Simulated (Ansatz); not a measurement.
BN: geometry relaxation (part 2 of 2)

The same run, continued: BN (2 atoms in the cell); DFT, PBE, PAW with Ansatz's default frozen-core files, scalar-relativistic, no spin polarisation (Ansatz 0.2.0); cutoff 420 eV, 15×15×15 k-mesh, Fermi–Dirac smearing of 0.05 eV. The structure was built on a prototype by a generator; it need not be a known phase. It belongs to a series of runs on one base structure; here: cell relaxed at zero pressure.

Geometry of the input (Å; fractional positions):
```
0.0000  2.1544  2.1544
2.1544  0.0000  2.1544
2.1544  2.1544  0.0000
B  0.0000  0.0000  0.0000
N  0.2500  0.2500  0.2500
```

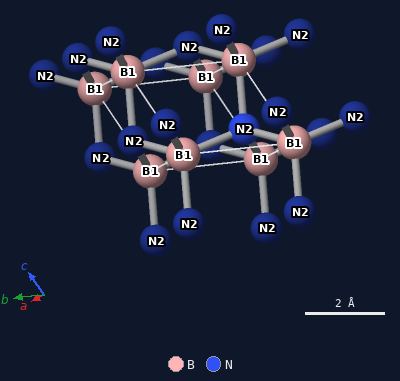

Figure 1. The geometry at step 2 of the log (ball-and-stick view of the cell of the calculation, seen at an oblique angle; neighbours outside the cell are drawn fainter; atoms are numbered from 1 in the order of the input).

The program's output, continued
```
SCF iter   1: F=—  HF=-542.295778 eV  |F-HF|=—  |Δ(HF+E_count)|=         —  Δρ=3.36e-2  dr2=1.24e-1  ethr=1.55e-3  ⟨swp⟩=1.0  Hψ=7903  notcnv=0
preconditioner: auto → none  [insulator: Δε(μ)=4.722 eV  Ē_g=19.320 eV  σ=0.050 eV  W_gap=1.00  n_scr=0 (ndim 8)  ℏωp=29.8 eV  f_vac=0.000  D(μ)=0.00/eV (n_scr^D=0)  ε∞_Penn≈3.4]
SCF iter   2: F=—  HF=-542.260679 eV  |F-HF|=—  |Δ(HF+E_count)|=   3.51e-2  Δρ=1.32e-2  dr2=1.64e-2  ethr=1.55e-3  ⟨swp⟩=2.6  Hψ=1841  notcnv=0
SCF iter   3: F=—  HF=-542.257247 eV  |F-HF|=—  |Δ(HF+E_count)|=   3.43e-3  Δρ=4.62e-3  dr2=2.43e-3  ethr=2.05e-4  ⟨swp⟩=3.0  Hψ=1799  notcnv=0
SCF iter   4: F=—  HF=-542.256974 eV  |F-HF|=—  |Δ(HF+E_count)|=   2.72e-4  Δρ=7.35e-4  dr2=2.50e-5  ethr=3.03e-5  ⟨swp⟩=2.0  Hψ=1440  notcnv=0
SCF iter   5: F=—  HF=-542.256997 eV  |F-HF|=—  |Δ(HF+E_count)|=   2.21e-5  Δρ=3.62e-5  dr2=8.90e-8  ethr=2.50e-9  ⟨swp⟩=3.4  Hψ=3878  notcnv=0
SCF iter   6: F=-542.256997 eV  HF=-542.256997 eV  |F-HF|=1.46e-9  |Δ(HF+E_count)|=   9.06e-9  Δρ=3.68e-6  dr2=5.10e-10  ethr=1.11e-9  ⟨swp⟩=2.1  Hψ=3440  notcnv=0
SCF 4 converged in 6 iterations: F = -542.256997 eV  dr2 = 5.10e-10
  greatest PAW one-centre occupation: 0.782 electrons in one spin orbital (limit 2), on the N atom at site 1 (counted from 0), in its partial waves of l = 0
relax step   4: F+E_penalty+E_count = -542.25699654 eV  Δ(F+E_penalty+E_count) = -5.191e-1 eV  max|allowed force component| = 1.240e-16 eV/Å  Δτ_max = 0.0000 Å  P = -14.219 GPa  Ω = 12.439 Å³  energy of the carried Pulay correction = +3.163e-2 eV  (6 SCF iters, dr2 threshold 2.00e-7 eV, accepted)
Crystal: 2 atoms, lattice volume = 11.932 Å³
iter 1 solved again at ethr=1.21e-4 eV; its pass at ethr=3.10e-3 eV (dr2=9.65e-3 eV) is discarded
SCF iter   1: F=—  HF=-542.285758 eV  |F-HF|=—  |Δ(HF+E_count)|=         —  Δρ=9.75e-3  dr2=9.83e-3  ethr=1.21e-4  ⟨swp⟩=1.0  Hψ=7506  notcnv=0
preconditioner: auto → none  [insulator: Δε(μ)=4.585 eV  Ē_g=19.877 eV  σ=0.050 eV  W_gap=1.00  n_scr=0 (ndim 8)  ℏωp=30.4 eV  f_vac=0.000  D(μ)=0.00/eV (n_scr^D=0)  ε∞_Penn≈3.3]
SCF iter   2: F=—  HF=-542.283118 eV  |F-HF|=—  |Δ(HF+E_count)|=   2.64e-3  Δρ=3.69e-3  dr2=1.21e-3  ethr=1.21e-4  ⟨swp⟩=2.6  Hψ=1842  notcnv=0
SCF iter   3: F=—  HF=-542.282884 eV  |F-HF|=—  |Δ(HF+E_count)|=   2.35e-4  Δρ=1.29e-3  dr2=1.74e-4  ethr=1.52e-5  ⟨swp⟩=2.0  Hψ=1303  notcnv=0
SCF iter   4: F=—  HF=-542.282872 eV  |F-HF|=—  |Δ(HF+E_count)|=   1.21e-5  Δρ=1.98e-4  dr2=1.65e-6  ethr=2.18e-6  ⟨swp⟩=2.0  Hψ=1440  notcnv=0
SCF iter   5: F=-542.282873 eV  HF=-542.282873 eV  |F-HF|=2.44e-9  |Δ(HF+E_count)|=   1.57e-6  Δρ=6.52e-6  dr2=2.13e-9  ethr=2.50e-9  ⟨swp⟩=4.2  Hψ=2910  notcnv=0
SCF 5 converged in 5 iterations: F = -542.282873 eV  dr2 = 2.13e-9
  greatest PAW one-centre occupation: 0.786 electrons in one spin orbital (limit 2), on the N atom at site 1 (counted from 0), in its partial waves of l = 0
relax step   5: F+E_penalty+E_count = -542.28287315 eV  Δ(F+E_penalty+E_count) = -2.588e-2 eV  max|allowed force component| = 1.330e-16 eV/Å  Δτ_max = 0.0000 Å  P = +0.023 GPa  Ω = 11.932 Å³  energy of the carried Pulay correction = +3.428e-2 eV  (5 SCF iters, dr2 threshold 2.00e-7 eV, accepted)
Basis set: ecut = 420 eV, 259 PW (Γ), exchange–correlation on 36×36×36 points (8 copies of the dense FFT grid, shifted against one another)
Initial wavefunctions: pseudopotential atomic-orbital guess (no wavefunctions were taken with the density)
iter 1 solved again at ethr=1.21e-7 eV; its pass at ethr=3.10e-3 eV (dr2=9.67e-6 eV) is discarded
SCF iter   1: F=—  HF=-542.275730 eV  |F-HF|=—  |Δ(HF+E_count)|=         —  Δρ=8.46e-4  dr2=1.01e-5  ethr=1.21e-7  ⟨swp⟩=2.1  Hψ=8670  notcnv=0
preconditioner: auto → none  [insulator: Δε(μ)=4.515 eV  Ē_g=19.865 eV  σ=0.050 eV  W_gap=1.00  n_scr=0 (ndim 8)  ℏωp=30.4 eV  f_vac=0.000  D(μ)=0.00/eV (n_scr^D=0)  ε∞_Penn≈3.3]
SCF iter   2: F=—  HF=-542.275763 eV  |F-HF|=—  |Δ(HF+E_count)|=   3.36e-5  Δρ=4.14e-4  dr2=2.39e-6  ethr=1.21e-7  ⟨swp⟩=2.5  Hψ=1492  notcnv=0
SCF iter   3: F=—  HF=-542.275775 eV  |F-HF|=—  |Δ(HF+E_count)|=   1.15e-5  Δρ=1.18e-4  dr2=7.30e-7  ethr=2.98e-8  ⟨swp⟩=2.2  Hψ=1398  notcnv=0
SCF iter   4: F=—  HF=-542.275775 eV  |F-HF|=—  |Δ(HF+E_count)|=   3.59e-7  Δρ=1.32e-5  dr2=5.99e-9  ethr=9.13e-9  ⟨swp⟩=2.8  Hψ=1471  notcnv=0
SCF iter   5: F=—  HF=-542.275775 eV  |F-HF|=—  |Δ(HF+E_count)|=   8.35e-9  Δρ=1.21e-6  dr2=4.09e-11  ethr=7.49e-11  ⟨swp⟩=2.4  Hψ=1406  notcnv=0
SCF iter   6: F=-542.275775 eV  HF=-542.275775 eV  |F-HF|=9.09e-13  |Δ(HF+E_count)|=  9.63e-11  Δρ=1.05e-7  dr2=2.24e-13  ethr=1.00e-12  ⟨swp⟩=5.0  Hψ=3345  notcnv=0
SCF 6 converged in 6 iterations: F = -542.275775 eV  dr2 = 2.24e-13
relax step   6: F+E_penalty+E_count = -542.27577523 eV  Δ(F+E_penalty+E_count) = +7.098e-3 eV  max|allowed force component| = 1.989e-16 eV/Å  Δτ_max = 0.0000 Å  P = -0.812 GPa  Ω = 11.932 Å³  stress off target by 8.12e-1 GPa  SCF on the basis re-selected at this cell (its energy is not comparable with the rows above)  (6 SCF iters)
basis re-selected at this cell: Δ(F+E_penalty+E_count) = +7.098e-3 eV, ΔP = -0.835 GPa vs the last step (what re-selecting the basis moved, of the pressure what is left beyond the Pulay correction that the steps carried, after the strain that the cell walked since its last selection, with what the two solves' SCF thresholds leave and, on support functions, any second-order correction that the steps lacked; it is no measure of the basis error at this ecutwfc). The dense FFT grid was sized anew with the basis: this SCF ran on 18×18×18 points, the steps before it on 24×24×24, so part of this shift can come from that change (see relax.cell in the input reference). This SCF's stress stands 8.12e-1 GPa from its target on what of the cell is left free (relax.cell.stress_tol is 5.00e-2 GPa) and its largest allowed force component is 1.99e-16 eV/Å (relax.f_tol is 5.00e-3 eV/Å): not within both, so this SCF does not close the relaxation
Crystal: 2 atoms, lattice volume = 11.906 Å³
iter 1 solved again at ethr=3.70e-7 eV; its pass at ethr=3.10e-3 eV (dr2=2.96e-5 eV) is discarded
SCF iter   1: F=—  HF=-542.276017 eV  |F-HF|=—  |Δ(HF+E_count)|=         —  Δρ=5.28e-4  dr2=2.88e-5  ethr=3.70e-7  ⟨swp⟩=1.0  Hψ=6649  notcnv=0
preconditioner: auto → none  [insulator: Δε(μ)=4.522 eV  Ē_g=19.896 eV  σ=0.050 eV  W_gap=1.00  n_scr=0 (ndim 8)  ℏωp=30.4 eV  f_vac=0.000  D(μ)=0.00/eV (n_scr^D=0)  ε∞_Penn≈3.3]
SCF iter   2: F=—  HF=-542.276013 eV  |F-HF|=—  |Δ(HF+E_count)|=   4.38e-6  Δρ=1.98e-4  dr2=3.53e-6  ethr=3.59e-7  ⟨swp⟩=2.4  Hψ=1445  notcnv=0
SCF iter   3: F=—  HF=-542.276012 eV  |F-HF|=—  |Δ(HF+E_count)|=   6.59e-7  Δρ=6.90e-5  dr2=5.04e-7  ethr=4.42e-8  ⟨swp⟩=2.0  Hψ=1310  notcnv=0
SCF iter   4: F=-542.276012 eV  HF=-542.276012 eV  |F-HF|=4.11e-9  |Δ(HF+E_count)|=   2.66e-8  Δρ=1.07e-5  dr2=4.77e-9  ethr=2.50e-9  ⟨swp⟩=4.0  Hψ=2880  notcnv=0
SCF 7 converged in 4 iterations: F = -542.276012 eV  dr2 = 4.77e-9
relax step   7: F+E_penalty+E_count = -542.27601199 eV  Δ(F+E_penalty+E_count) = -2.368e-4 eV  max|allowed force component| = 1.850e-16 eV/Å  Δτ_max = 0.0000 Å  P = +0.016 GPa  Ω = 11.906 Å³  energy of the carried Pulay correction = +1.720e-4 eV  (4 SCF iters, dr2 threshold 2.00e-7 eV, accepted)
iter 1 solved again at ethr=6.73e-9 eV; its pass at ethr=3.10e-3 eV (dr2=5.39e-7 eV) is discarded
SCF iter   1: F=—  HF=-542.275819 eV  |F-HF|=—  |Δ(HF+E_count)|=         —  Δρ=2.57e-5  dr2=1.54e-8  ethr=6.73e-9  ⟨swp⟩=3.0  Hψ=9261  notcnv=0
preconditioner: auto → none  [insulator: Δε(μ)=4.518 eV  Ē_g=19.896 eV  σ=0.050 eV  W_gap=1.00  n_scr=0 (ndim 8)  ℏωp=30.4 eV  f_vac=0.000  D(μ)=0.00/eV (n_scr^D=0)  ε∞_Penn≈3.3]
SCF iter   2: F=—  HF=-542.275822 eV  |F-HF|=—  |Δ(HF+E_count)|=   3.20e-6  Δρ=1.18e-5  dr2=3.71e-9  ethr=1.93e-10  ⟨swp⟩=2.0  Hψ=1444  notcnv=0
SCF iter   3: F=—  HF=-542.275822 eV  |F-HF|=—  |Δ(HF+E_count)|=   4.79e-9  Δρ=4.14e-6  dr2=1.05e-9  ethr=4.63e-11  ⟨swp⟩=2.8  Hψ=1485  notcnv=0
SCF iter   4: F=-542.275822 eV  HF=-542.275822 eV  |F-HF|=9.21e-12  |Δ(HF+E_count)|=  4.83e-11  Δρ=4.32e-7  dr2=1.22e-11  ethr=1.00e-12  ⟨swp⟩=4.1  Hψ=4200  notcnv=0
SCF 8 converged in 4 iterations: F = -542.275822 eV  dr2 = 1.22e-11
relax step   8: F+E_penalty+E_count = -542.27582232 eV  Δ(F+E_penalty+E_count) = +1.897e-4 eV  max|allowed force component| = 1.810e-16 eV/Å  Δτ_max = 0.0000 Å  P = -0.007 GPa  Ω = 11.906 Å³  stress off target by 6.95e-3 GPa  SCF on the basis re-selected at this cell (its energy is not comparable with the rows above)  (4 SCF iters)
basis re-selected at this cell: Δ(F+E_penalty+E_count) = +1.897e-4 eV, ΔP = -0.023 GPa vs the last step (what re-selecting the basis moved, of the pressure what is left beyond the Pulay correction that the steps carried, after the strain that the cell walked since its last selection, with what the two solves' SCF thresholds leave and, on support functions, any second-order correction that the steps lacked; it is no measure of the basis error at this ecutwfc). This SCF's stress stands 6.95e-3 GPa from its target on what of the cell is left free (relax.cell.stress_tol is 5.00e-2 GPa) and its largest allowed force component is 1.81e-16 eV/Å (relax.f_tol is 5.00e-3 eV/Å): within both
SCF converged after 4 iterations
Free energy (F): -542.275822 eV
Harris-Foulkes:  -542.275822 eV  (|F-HF|=9.21e-12)
Internal energy: -542.275822 eV  (E = F + TS)
E sigma→0 (E₀):  -542.275822 eV
Fermi energy:    13.309341 eV
--- Per-component energies (eV) ---
  E_band       = 25.733333
  E_kinetic    = 185.141964
  E_local      = -176.091510  (includes V_loc(G=0)·N_el)
  E_nonlocal   = 56.516185
  E_hartree    = 49.317179
  E_xc         = -93.329831
  E_vxc        = -116.077029  (∫ρ·V_xc dr)
  E_paw        = -206.404708  (= ΣΔE_a)
  E_vpaw       = -22.390721  (= ΣTr[D̂ρ^β])
  E_aug_tail   = 0.000103  (compensation charges beyond the density's cutoff)
  E_ewald      = -357.425204
  E_smearing   = -0.000000  (= −TS)
  E_closure    = 0.000000  (closes the sum)
  Σ components = -542.275822   (vs F -542.275822, Δ=0.00e0)
--- Forces (eV/Å), atoms counted from 1 ---
  atom   1  B      0.00000000    -0.00000000    -0.00000000
  atom   2  N     -0.00000000     0.00000000     0.00000000
  max |Σ_I F_I| component: 3.60e-16 eV/Å
--- Stress (GPa, compression-positive) ---
       -0.006948      -0.000000      -0.000000
       -0.000000      -0.006948      -0.000000
       -0.000000      -0.000000      -0.006948
  P = ⅓ Tr σ = -0.0069 GPa (-0.069 kbar)
--- Relaxed structure (6 steps of the walk, 6 accepted, 2 SCFs on fresh bases) ---
  F+E_penalty+E_count = -542.27582232 eV   max|allowed force component| = 1.810e-16 eV/Å   (the final SCF, on the basis selected at the relaxed cell)
  cell:  # Å, volume = 11.9058 Å³
    - [1.0628870507127433e-33, 1.8123519188335175, 1.8123519188335175]
    - [1.8123519188335175, -9.159581580031588e-34, 1.8123519188335175]
    - [1.8123519188335175, 1.8123519188335175, 3.4832940730833075e-34]
  atoms:
    - { symbol: B, position: [1.7878749848641134e-34, 4.276423536147513e-50, -5.959583282880378e-35] }
    - { symbol: N, position: [0.25, 0.25, 0.25] }
```

Trajectory as extended XYZ (Å, eV, eV/Å), 8 frames, from step=1 to step=8
```
2
Lattice="0.0000 2.1544 2.1544 2.1544 0.0000 2.1544 2.1544 2.1544 0.0000" Properties=species:S:1:pos:R:3:forces:R:3 step=1 energy=-539.54744 pressure_GPa=-70.36
B     0.0000    0.0000    0.0000    0.0000   0.0000   0.0000
N     1.0772    1.0772    1.0772    0.0000   0.0000   0.0000
2
Lattice="0.0000 2.0494 2.0494 2.0494 0.0000 2.0494 2.0494 2.0494 0.0000" Properties=species:S:1:pos:R:3:forces:R:3 step=2 energy=-540.76717 pressure_GPa=-67.33
B     0.0000    0.0000    0.0000    0.0000   0.0000   0.0000
N     1.0247    1.0247    1.0247    0.0000   0.0000   0.0000
2
Lattice="0.0000 1.9444 1.9444 1.9444 0.0000 1.9444 1.9444 1.9444 0.0000" Properties=species:S:1:pos:R:3:forces:R:3 step=3 energy=-541.73792 pressure_GPa=-52.09
B     0.0000    0.0000    0.0000    0.0000   0.0000   0.0000
N     0.9722    0.9722    0.9722    0.0000   0.0000   0.0000
2
Lattice="0.0000 1.8390 1.8390 1.8390 0.0000 1.8390 1.8390 1.8390 0.0000" Properties=species:S:1:pos:R:3:forces:R:3 step=4 energy=-542.25700 pressure_GPa=-14.22
B     0.0000    0.0000    0.0000    0.0000   0.0000   0.0000
N     0.9195    0.9195    0.9195    0.0000   0.0000   0.0000
2
Lattice="0.0000 1.8137 1.8137 1.8137 0.0000 1.8137 1.8137 1.8137 0.0000" Properties=species:S:1:pos:R:3:forces:R:3 step=5 energy=-542.28287 pressure_GPa=0.02
B     0.0000    0.0000    0.0000    0.0000   0.0000   0.0000
N     0.9068    0.9068    0.9068    0.0000   0.0000   0.0000
2
Lattice="0.0000 1.8137 1.8137 1.8137 0.0000 1.8137 1.8137 1.8137 0.0000" Properties=species:S:1:pos:R:3:forces:R:3 step=6 energy=-542.27577 pressure_GPa=-0.81
B     0.0000    0.0000    0.0000    0.0000   0.0000   0.0000
N     0.9068    0.9068    0.9068    0.0000   0.0000   0.0000
2
Lattice="0.0000 1.8124 1.8124 1.8124 0.0000 1.8124 1.8124 1.8124 0.0000" Properties=species:S:1:pos:R:3:forces:R:3 step=7 energy=-542.27601 pressure_GPa=0.02
B     0.0000    0.0000    0.0000    0.0000   0.0000   0.0000
N     0.9062    0.9062    0.9062    0.0000   0.0000   0.0000
2
Lattice="0.0000 1.8124 1.8124 1.8124 0.0000 1.8124 1.8124 1.8124 0.0000" Properties=species:S:1:pos:R:3:forces:R:3 step=8 energy=-542.27582 pressure_GPa=-0.01
B     0.0000    0.0000    0.0000    0.0000   0.0000   0.0000
N     0.9062    0.9062    0.9062    0.0000   0.0000   0.0000
```

Results in brief

```json
{"quantity": "outcome", "value": "converged"}
{"quantity": "space group (tolerance 0.01 Å)", "value": "F-43m (216)"}
{"quantity": "electrons treated", "value": "8"}
{"quantity": "free energy", "value": "−542.2758 eV"}
{"quantity": "Fermi energy", "value": "13.309 eV"}
{"quantity": "pressure", "value": "−0.01 GPa"}
{"quantity": "final volume", "value": "11.91 Å³"}
{"quantity": "largest force (length of the vector) at the end", "value": "under 0.001 eV/Å"}
{"quantity": "final cell", "value": "a = 2.563 Å, b = 2.563 Å, c = 2.563 Å, α = 60.00°, β = 60.00°, γ = 60.00°"}
{"quantity": "hardware", "value": "1 thread of Intel Xeon (Granite Rapids), 64 GiB of memory available, shared host"}
{"quantity": "wall time", "value": "11 s"}
{"quantity": "peak memory", "value": "0.37 GiB"}
```
